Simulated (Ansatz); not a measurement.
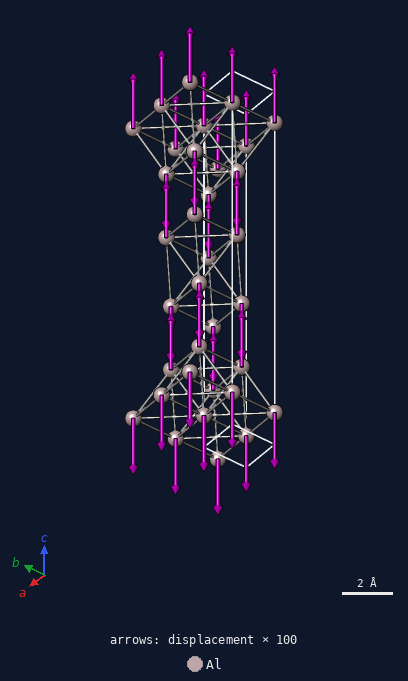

A relaxation of crystalline Al (built on the O_166 type) (coarse preliminary run). The starting structure is drawn; purple arrows show the displacements (the part carried along by the change of the cell is left out), magnified 100 times.

The picture is a ball-and-stick view of the conventional cell (3 times the calculation's cell), repeated 2 × 2 × 1 with one cell outlined, seen from a free direction. Lengths and directions refer to the drawn axes.

Case: O type (R-3m, No. 166).

The calculation used Ansatz 0.2.0, DFT PBE, scalar-relativistic, plane waves, PAW. Settings: plane-wave cutoff 420 eV; k-point mesh 9 × 9 × 9; occupations gaussian; smearing width 0.1 eV; no spin polarisation; cell and atoms relaxed; force threshold 0.04 eV/Å; at most 70 steps.

Q: What happened in the run?

A: The largest moves relative to the cell, 0.024 Å, are those of Al atoms. The volume changes by +0.4 %, with a = b 2.849 → 2.797 Å (−1.8 %), c 15.128 → 15.753 Å (+4.1 %). Some distances before and after: Al–Al 2.853 → 2.957 Å, Al–Al 2.711 → 2.774 Å, Al–Al 2.849 → 2.797 Å. The space group stays R-3m (No. 166). The energy falls by 15.1 meV per atom in 4 accepted moves (6 points after the start). The largest force component goes from 0.16 to 0.0032 eV/Å. The pressure goes from 0.26 to −0.04 GPa. The line search rejected the trial step at point 2 of the run. At 1 point the geometry stayed and the basis and grid were re-selected for the new cell (energy shift of 0.1 meV per atom at most each time).
